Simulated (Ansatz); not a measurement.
# Run report: Ti9Al8, nudged elastic band (part 2 of 2)

Ti9Al8 (defect cell, 17 atoms in the cell); DFT PBE, scalar-relativistic, plane waves, PAW, no spin polarisation (Ansatz 0.2.0); cutoff 420 eV, 4×4×4 k-mesh, Gaussian smearing of 0.1 eV. The structure derives from a Materials Project entry. It belongs to a series of runs on one base structure; here: climbing-image band for the jump of Ti by 1.56 A.

Geometry of the input (Å; fractional positions):
```
5.6433  0.0000  4.0783
0.0000  -5.6433  -4.0783
0.0000  5.6433  -4.0783
Ti 0.2697  0.4954  0.2257
Ti 0.2698  0.2257  0.4954
Ti 0.2656  0.7797  0.0452
Ti 0.2655  0.0452  0.7796
Ti 0.7302  0.2257  -0.0441
Ti 0.7345  0.5141  0.7796
Ti 0.7303  -0.0441  0.2257
Ti 0.7344  0.7796  0.5141
Al 0.4558  0.7306  0.7306
Al 0.5000  0.5000  -0.0000
Al 0.5000  -0.0000  0.5000
Al 0.5442  0.2748  0.2748
Al 0.0000  0.3635  0.3635
Al -0.0000  0.7306  0.2748
Al -0.0000  0.2748  0.7306
Al -0.0000  0.0049  0.0049
Ti 0.0000  0.6542  0.6543
```

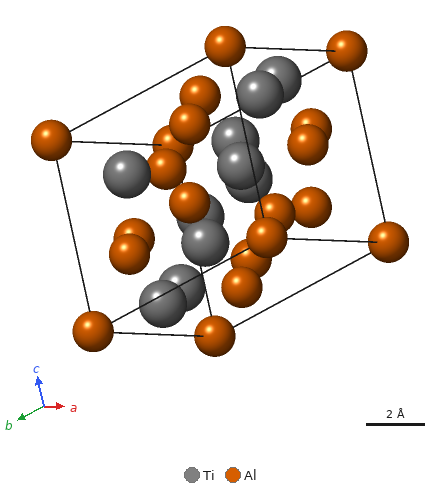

Fig. 1: The input geometry (spheres-only view of the cell of the calculation, seen at an oblique angle).

**Output, continued**
```
  k-point 0: bands = ["-44.4572", "-44.3813", "-44.3677", "-44.3434", "-44.3230", "-44.3140", "-44.2844", "-44.2579", "-43.2618", "-21.5055", "-21.4997", "-20.9177", "-20.8909", "-20.8590", "-20.8282", "-20.8227", "-20.8064", "-20.8012", "-20.7880", "-20.7690", "-20.7609", "-20.7471", "-20.6899", "-20.6832", "-20.6664", "-20.6588", "-20.4972", "-20.4885", "-20.4497", "-20.4379", "-20.3705", "-20.3516", "-20.3230", "-19.7896", "-19.0398", "-19.0382", "3.3103", "5.1919", "5.2785", "5.5754", "6.8979", "7.0389", "7.3105", "7.8529", "8.2319", "8.5108", "8.8518", "9.2354", "9.4415", "9.5437", "9.7918", "9.8553", "9.9858", "10.0139", "10.1306", "10.3476", "10.5986", "10.8824", "10.9729", "11.3832", "11.4955", "11.5841", "11.5848", "11.7309", "11.9336", "12.0304", "12.0688", "12.1895", "12.3675", "12.6089", "12.7651", "12.7851", "12.8648", "13.1562", "13.1784", "13.2084", "13.3285", "13.5569", "13.7696", "13.8579", "13.8612", "13.9891", "14.2288"]
  k-point 1: bands = ["-44.4486", "-44.3918", "-44.3723", "-44.3490", "-44.3186", "-44.3121", "-44.2705", "-44.2659", "-43.2619", "-21.5186", "-21.5030", "-20.8993", "-20.8824", "-20.8591", "-20.8155", "-20.8130", "-20.8120", "-20.7988", "-20.7924", "-20.7872", "-20.7563", "-20.7552", "-20.6885", "-20.6698", "-20.6696", "-20.5900", "-20.5899", "-20.4813", "-20.4602", "-20.4148", "-20.3655", "-20.3496", "-20.3395", "-19.7896", "-19.0408", "-19.0390", "4.0740", "4.1858", "5.1500", "5.2448", "7.0044", "7.1031", "7.8167", "7.8331", "8.8435", "8.8975", "8.9667", "8.9975", "9.4199", "9.4915", "9.4942", "9.8331", "9.8388", "9.9293", "9.9326", "10.2151", "10.4508", "10.8506", "11.0074", "11.3477", "11.4874", "11.6095", "11.6659", "11.8094", "11.8937", "11.9948", "12.0393", "12.2206", "12.2423", "12.6246", "12.6709", "12.8265", "13.1289", "13.2105", "13.2408", "13.3185", "13.4095", "13.4449", "13.6926", "13.8458", "13.8720", "14.0578", "14.2398"]
  k-point 2: bands = ["-44.4572", "-44.3813", "-44.3677", "-44.3434", "-44.3230", "-44.3140", "-44.2844", "-44.2579", "-43.2618", "-21.5055", "-21.4997", "-20.9177", "-20.8909", "-20.8590", "-20.8282", "-20.8227", "-20.8064", "-20.8012", "-20.7880", "-20.7690", "-20.7609", "-20.7471", "-20.6899", "-20.6832", "-20.6664", "-20.6588", "-20.4972", "-20.4885", "-20.4497", "-20.4379", "-20.3705", "-20.3516", "-20.3230", "-19.7896", "-19.0398", "-19.0382", "3.3103", "5.1919", "5.2785", "5.5754", "6.8979", "7.0389", "7.3105", "7.8529", "8.2319", "8.5108", "8.8518", "9.2354", "9.4415", "9.5437", "9.7918", "9.8553", "9.9858", "10.0139", "10.1307", "10.3476", "10.5986", "10.8824", "10.9729", "11.3832", "11.4955", "11.5840", "11.5848", "11.7310", "11.9336", "12.0304", "12.0688", "12.1895", "12.3675", "12.6089", "12.7651", "12.7851", "12.8648", "13.1562", "13.1784", "13.2084", "13.3284", "13.5569", "13.7696", "13.8579", "13.8612", "13.9891", "14.2288"]
  k-point 31: bands = ["-44.4572", "-44.3813", "-44.3677", "-44.3434", "-44.3230", "-44.3140", "-44.2844", "-44.2579", "-43.2618", "-21.5055", "-21.4997", "-20.9177", "-20.8909", "-20.8590", "-20.8282", "-20.8227", "-20.8064", "-20.8012", "-20.7880", "-20.7690", "-20.7609", "-20.7471", "-20.6899", "-20.6832", "-20.6664", "-20.6588", "-20.4972", "-20.4885", "-20.4497", "-20.4379", "-20.3705", "-20.3516", "-20.3230", "-19.7896", "-19.0398", "-19.0382", "3.3103", "5.1919", "5.2785", "5.5754", "6.8979", "7.0389", "7.3105", "7.8529", "8.2319", "8.5108", "8.8518", "9.2354", "9.4415", "9.5437", "9.7918", "9.8552", "9.9858", "10.0140", "10.1307", "10.3476", "10.5986", "10.8824", "10.9728", "11.3832", "11.4955", "11.5840", "11.5848", "11.7310", "11.9336", "12.0304", "12.0689", "12.1895", "12.3675", "12.6089", "12.7651", "12.7851", "12.8648", "13.1562", "13.1784", "13.2084", "13.3284", "13.5569", "13.7696", "13.8579", "13.8612", "13.9891", "14.2288"]
this run last wrote the band of iteration 5 to [file]
--- NEB band (7 images, 5 band iterations, 184 SCF iterations) ---
  forward barrier  = 1.512721 eV
  backward barrier = 1.512721 eV
  lagrangian_above_aufbau_ev (what the smearing adds, to first order; not taken off the barriers): saddle image -0.047117 eV, end points -0.033916 and -0.033916 eV
  climbing image's point = of an order that was not read
  energies are F+E_penalty+E_count in eV, relative to image 0
  image     s (Å)  Δ vs image 0  max|band force component| (eV/Å)
      0    0.0000      0.000000                                 —
      1    0.4688      0.293211                          1.727e-2
      2    0.9379      1.080917                          1.601e-2
  *   3    1.4072      1.512721                          2.926e-3
      4    1.8764      1.080917                          1.601e-2
      5    2.3455      0.293211                          1.727e-2
      6    2.8143     -0.000000                                 —
  climbing-image geometry (image 3):
  cell:  # Å, volume = 259.7585 Å³
    - [5.6432814777, 0.0, 4.0782742132]
    - [0.0, -5.6432814777, -4.0782742132]
    - [0.0, 5.6432814777, -4.0782742132]
  atoms:
    - { symbol: Ti, position: [0.2561687191410548, 0.5061729282704719, 0.24999161077675688] }
    - { symbol: Ti, position: [0.2561815766011193, 0.2500024119938926, 0.5061712665943097] }
    - { symbol: Ti, position: [0.27640483450161824, 0.750016666086894, 0.02639851552708078] }
    - { symbol: Ti, position: [0.2763813712958063, 0.026395627149727263, 0.7499912910898014] }
    - { symbol: Ti, position: [0.7438184251210056, 0.24999759022731585, -0.0061712649322036295] }
    - { symbol: Ti, position: [0.7236186245446039, 0.47360436587429944, 0.7500087057491525] }
    - { symbol: Ti, position: [0.7438312839648537, -0.006172923055873691, 0.2500083942470121] }
    - { symbol: Ti, position: [0.7235951632259219, 0.7499833362812549, 0.4736014812461493] }
    - { symbol: Al, position: [0.500000000712148, 0.7499999964089074, 0.7499999983030843] }
    - { symbol: Al, position: [0.49999829981328736, 0.5000020449094269, -3.6305021270660127e-6] }
    - { symbol: Al, position: [0.5000016970716888, -2.045909712161908e-6, 0.5000036278189761] }
    - { symbol: Al, position: [0.5000000004714348, 0.25000000276069073, 0.25000000450733567] }
    - { symbol: Al, position: [3.1535681597446156e-6, 0.4534011659099399, 0.4534021352519896] }
    - { symbol: Al, position: [4.9295072457485136e-11, 0.7500000027427103, 0.25000000215724255] }
    - { symbol: Al, position: [5.235996808882344e-10, 0.2499999978920278, 0.7499999976287317] }
    - { symbol: Al, position: [-3.1435340286814544e-6, 0.04659883736398187, 0.04659786966744014] }
    - { symbol: Ti, position: [-7.071568449762448e-9, 0.7499999950940455, 0.7499999948692682] }
```

**The last band as extended XYZ (Å, eV, eV/Å)**
```
17
Lattice="5.6433 0.0000 4.0783 0.0000 -5.6433 -4.0783 0.0000 5.6433 -4.0783" Properties=species:S:1:pos:R:3:forces:R:3 image=0 energy=-26798.53526
Ti    1.5223   -1.5224   -1.8408    0.0002   0.0003  -0.0017
Ti    1.5224    1.5223   -1.8407    0.0005   0.0001  -0.0023
Ti    1.4987   -4.1449   -2.2809    0.0006   0.0013   0.0010
Ti    1.4985    4.1447   -2.2808    0.0013  -0.0015   0.0007
Ti    4.1210   -1.5222    2.2376   -0.0004  -0.0005  -0.0028
Ti    4.1449    1.4987   -2.2806   -0.0020   0.0016  -0.0004
Ti    4.1211    1.5223    2.2375   -0.0003   0.0002  -0.0019
Ti    4.1446   -1.4985   -2.2805   -0.0007  -0.0012  -0.0011
Al    2.5722    0.0001   -4.1003    0.0013  -0.0002  -0.0001
Al    2.8216   -2.8217    0.0000    0.0001  -0.0002  -0.0014
Al    2.8217    2.8217    0.0000    0.0002   0.0002  -0.0016
Al    3.0713   -0.0001   -0.0220   -0.0019   0.0003  -0.0009
Al    0.0001    0.0000   -2.9649   -0.0002   0.0002  -0.0078
Al    0.0000   -2.5721   -4.1003    0.0003  -0.0016  -0.0004
Al    0.0000    2.5722   -4.1003    0.0004   0.0014  -0.0001
Al    0.0000    0.0000   -0.0398    0.0000  -0.0001   0.0037
Ti    0.0000    0.0001   -5.3364    0.0006  -0.0002   0.0170
17
Lattice="5.6433 0.0000 4.0783 0.0000 -5.6433 -4.0783 0.0000 5.6433 -4.0783" Properties=species:S:1:pos:R:3:forces:R:3 image=1 energy=-26798.24205
Ti    1.4669   -1.4669   -1.8718    0.0447  -0.0446   0.1299
Ti    1.4669    1.4669   -1.8717    0.0447   0.0447   0.1296
Ti    1.5315   -4.1119   -2.2318   -0.0580  -0.0578  -0.3356
Ti    1.5314    4.1119   -2.2318   -0.0578   0.0579  -0.3355
Ti    4.1764   -1.4668    2.2065   -0.0447  -0.0448   0.1297
Ti    4.1120    1.5314   -2.2318    0.0577  -0.0578  -0.3355
Ti    4.1765    1.4669    2.2065   -0.0446   0.0447   0.1299
Ti    4.1119   -1.5313   -2.2317    0.0580   0.0579  -0.3357
Al    2.6545    0.0000   -4.0964   -0.2633   0.0000  -0.1187
Al    2.8217   -2.8217   -0.0113    0.0000   0.0000  -0.1057
Al    2.8217    2.8217   -0.0113    0.0000   0.0000  -0.1059
Al    2.9888    0.0000   -0.0181    0.2633   0.0000  -0.1189
Al    0.0001    0.0000   -3.2757    0.0000   0.0000   0.5820
Al    0.0000   -2.6545   -4.0964    0.0000   0.2633  -0.1188
Al    0.0000    2.6545   -4.0964    0.0000  -0.2633  -0.1187
Al    0.0000    0.0000   -0.0703    0.0000   0.0000   0.2801
Ti    0.0000    0.0000   -5.5908    0.0000   0.0000   0.6479
17
Lattice="5.6433 0.0000 4.0783 0.0000 -5.6433 -4.0783 0.0000 5.6433 -4.0783" Properties=species:S:1:pos:R:3:forces:R:3 image=2 energy=-26797.45434
Ti    1.4492   -1.4493   -1.9468    0.0041  -0.0040   0.2110
Ti    1.4493    1.4492   -1.9468    0.0040   0.0041   0.2109
Ti    1.5518   -4.0916   -2.1447   -0.0292  -0.0291  -0.4669
Ti    1.5517    4.0915   -2.1447   -0.0291   0.0292  -0.4669
Ti    4.1940   -1.4492    2.1314   -0.0040  -0.0041   0.2110
Ti    4.0916    1.5518   -2.1446    0.0290  -0.0292  -0.4669
Ti    4.1941    1.4493    2.1314   -0.0040   0.0040   0.2110
Ti    4.0915   -1.5517   -2.1446    0.0292   0.0291  -0.4670
Al    2.7483    0.0000   -4.0862   -0.2525   0.0000  -0.1358
Al    2.8216   -2.8217   -0.0047    0.0000   0.0000  -0.1247
Al    2.8217    2.8217   -0.0047    0.0000   0.0000  -0.1248
Al    2.8950    0.0000   -0.0080    0.2525   0.0000  -0.1358
Al    0.0000    0.0000   -3.5139    0.0000   0.0000   0.5133
Al    0.0000   -2.7483   -4.0862    0.0000   0.2525  -0.1358
Al    0.0000    2.7483   -4.0862    0.0000  -0.2525  -0.1358
Al    0.0000    0.0000   -0.2069    0.0000   0.0000   0.4746
Ti    0.0000    0.0000   -5.8494   -0.0001   0.0001   0.8286
17
Lattice="5.6433 0.0000 4.0783 0.0000 -5.6433 -4.0783 0.0000 5.6433 -4.0783" Properties=species:S:1:pos:R:3:forces:R:3 image=3 energy=-26797.02254
Ti    1.4456   -1.4457   -2.0391   -0.0025   0.0025   0.0000
Ti    1.4457    1.4456   -2.0391   -0.0025  -0.0025   0.0000
Ti    1.5598   -4.0836   -2.0392   -0.0014  -0.0013   0.0000
Ti    1.5597    4.0835   -2.0392   -0.0013   0.0014   0.0000
Ti    4.1976   -1.4456    2.0391    0.0025   0.0025   0.0000
Ti    4.0836    1.5598   -2.0391    0.0013  -0.0014   0.0000
Ti    4.1976    1.4457    2.0391    0.0025  -0.0025   0.0000
Ti    4.0835   -1.5597   -2.0391    0.0014   0.0013   0.0000
Al    2.8216    0.0000   -4.0783    0.0000   0.0000   0.0000
Al    2.8216   -2.8217    0.0000    0.0000   0.0000   0.0000
Al    2.8216    2.8217    0.0000    0.0000   0.0000   0.0000
Al    2.8216    0.0000    0.0000    0.0000   0.0000   0.0000
Al    0.0000    0.0000   -3.6982    0.0000   0.0000  -0.0029
Al    0.0000   -2.8216   -4.0783    0.0000   0.0000   0.0000
Al    0.0000    2.8216   -4.0783    0.0000   0.0000   0.0000
Al    0.0000    0.0000   -0.3801    0.0000   0.0000   0.0029
Ti    0.0000    0.0000   -6.1174    0.0000   0.0000   0.0000
17
Lattice="5.6433 0.0000 4.0783 0.0000 -5.6433 -4.0783 0.0000 5.6433 -4.0783" Properties=species:S:1:pos:R:3:forces:R:3 image=4 energy=-26797.45434
Ti    1.4492   -1.4493   -2.1314    0.0040  -0.0040  -0.2110
Ti    1.4493    1.4492   -2.1314    0.0040   0.0041  -0.2110
Ti    1.5518   -4.0916   -1.9337   -0.0292  -0.0291   0.4670
Ti    1.5517    4.0915   -1.9336   -0.0290   0.0292   0.4669
Ti    4.1940   -1.4492    1.9468   -0.0040  -0.0041  -0.2109
Ti    4.0916    1.5518   -1.9336    0.0291  -0.0292   0.4669
Ti    4.1941    1.4493    1.9468   -0.0041   0.0040  -0.2110
Ti    4.0915   -1.5517   -1.9336    0.0292   0.0291   0.4669
Al    2.8950    0.0000   -4.0703    0.2525   0.0000   0.1358
Al    2.8216   -2.8217    0.0047    0.0000   0.0000   0.1248
Al    2.8216    2.8217    0.0047    0.0000   0.0000   0.1247
Al    2.7483    0.0000    0.0080   -0.2525   0.0000   0.1358
Al    0.0000    0.0000   -3.8714    0.0000   0.0000  -0.4746
Al    0.0000   -2.8950   -4.0703    0.0000  -0.2525   0.1358
Al    0.0000    2.8950   -4.0703    0.0000   0.2525   0.1358
Al    0.0000    0.0000   -0.5644    0.0000   0.0000  -0.5133
Ti    0.0000    0.0000   -6.3854    0.0001  -0.0001  -0.8286
17
Lattice="5.6433 0.0000 4.0783 0.0000 -5.6433 -4.0783 0.0000 5.6433 -4.0783" Properties=species:S:1:pos:R:3:forces:R:3 image=5 energy=-26798.24205
Ti    1.4668   -1.4669   -2.2065    0.0446  -0.0447  -0.1299
Ti    1.4669    1.4668   -2.2065    0.0447   0.0448  -0.1297
Ti    1.5314   -4.1119   -1.8465   -0.0580  -0.0579   0.3357
Ti    1.5313    4.1118   -1.8465   -0.0577   0.0578   0.3355
Ti    4.1763   -1.4669    1.8717   -0.0447  -0.0447  -0.1296
Ti    4.1119    1.5314   -1.8465    0.0578  -0.0579   0.3355
Ti    4.1764    1.4669    1.8718   -0.0447   0.0446  -0.1299
Ti    4.1118   -1.5314   -1.8465    0.0580   0.0578   0.3356
Al    2.9888    0.0000   -4.0601    0.2633   0.0000   0.1187
Al    2.8216   -2.8217    0.0113    0.0000   0.0000   0.1059
Al    2.8216    2.8217    0.0113    0.0000   0.0000   0.1057
Al    2.6545    0.0000    0.0181   -0.2633   0.0000   0.1189
Al    0.0000    0.0000   -4.0079    0.0000   0.0000  -0.2801
Al    0.0000   -2.9888   -4.0601    0.0000  -0.2633   0.1188
Al    0.0000    2.9888   -4.0601    0.0000   0.2633   0.1187
Al   -0.0001    0.0000   -0.8025    0.0000   0.0000  -0.5820
Ti    0.0000    0.0000   -6.6440    0.0000   0.0000  -0.6479
17
Lattice="5.6433 0.0000 4.0783 0.0000 -5.6433 -4.0783 0.0000 5.6433 -4.0783" Properties=species:S:1:pos:R:3:forces:R:3 image=6 energy=-26798.53526
Ti    1.5222   -1.5223   -2.2375    0.0003  -0.0002   0.0019
Ti    1.5223    1.5222   -2.2376    0.0004   0.0005   0.0028
Ti    1.4986   -4.1448   -1.7977    0.0007   0.0012   0.0011
Ti    1.4984    4.1446   -1.7976    0.0020  -0.0016   0.0004
Ti    4.1209   -1.5223    1.8407   -0.0005  -0.0001   0.0023
Ti    4.1448    1.4986   -1.7975   -0.0013   0.0015  -0.0007
Ti    4.1210    1.5224    1.8408   -0.0002  -0.0003   0.0017
Ti    4.1446   -1.4984   -1.7974   -0.0006  -0.0013  -0.0010
Al    3.0710   -0.0001   -4.0562   -0.0013   0.0002   0.0001
Al    2.8216   -2.8217    0.0000   -0.0002  -0.0002   0.0016
Al    2.8216    2.8217    0.0000   -0.0001   0.0002   0.0014
Al    2.5720    0.0001    0.0220    0.0019  -0.0003   0.0009
Al    0.0000    0.0000   -4.0385    0.0000   0.0001  -0.0037
Al    0.0000   -3.0712   -4.0562   -0.0003   0.0016   0.0004
Al    0.0000    3.0711   -4.0562   -0.0004  -0.0014   0.0001
Al   -0.0001    0.0000   -1.1134    0.0002  -0.0002   0.0078
Ti    0.0000   -0.0001   -6.8985   -0.0006   0.0002  -0.0170
```

**Results in brief**

```tsv
quantity	value
outcome	converged
barrier, forward	1.513 eV
barrier, backward	1.513 eV
electrons treated	132
hardware	4 threads of Oxide Virtual Turin-like (Zen 5), 32 GiB of memory available, shared host
wall time	7 min (CPU time 19 min)
peak memory	3.1 GiB
```

**Notes**

The order of the saddle point was not checked.
